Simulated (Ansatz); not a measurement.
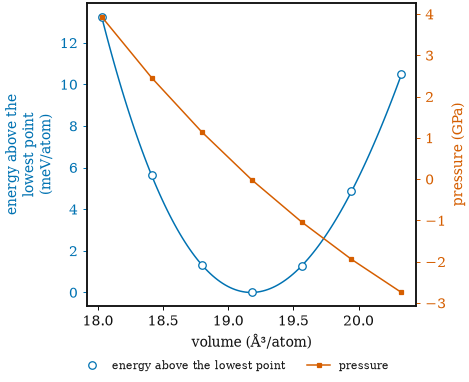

The plot gives the computed energy above the lowest point and pressure against volume for Cu, space group Fd-3m (No. 227) (one of a set of cubic test structures, which need not be the stable phase).

Calculation (Ansatz 0.2.0 development build): equation of state of a cubic crystal from periodic Kohn-Sham density functional theory without spin, third-order Birch-Murnaghan fit to the free energies; pressure corrected for the finite basis. Level: PBE.

- structure type: diamond
- atoms in cell: 2
- space group number: 227
- lattice centring: face-centred primitive
- k mesh: 18×18×18
- occupation method: Fermi–Dirac
- occupation width: 0.06123 eV
- wave cutoff: 700 eV
- datasets: hard PAW
- density tolerance: 1e−09 eV
- bands: 23
- density cutoff ratio: 4
- search for lower states: default

Give the fitted equation-of-state parameters.

A third-order Birch–Murnaghan fit gives V0 = 19.18 Å³/atom, B0 = 54.5 GPa and B′ = 5.1.

Read off the course of the pressure.

It falls from 3.937 GPa at volume 18.03 Å³/atom to −2.744 GPa at 20.33 Å³/atom, and changes sign near 19.18 Å³/atom.

Caveats: cubic model structure, not the ambient form.

The computed values:

```csv
volume (Å³/atom),energy above the lowest point (meV/atom),pressure (GPa)
18.03,13.3,3.937
18.41,5.6,2.460
18.80,1.3,1.151
19.18,0.0,-0.010
19.56,1.3,-1.033
19.95,4.9,-1.941
20.33,10.5,-2.744
```
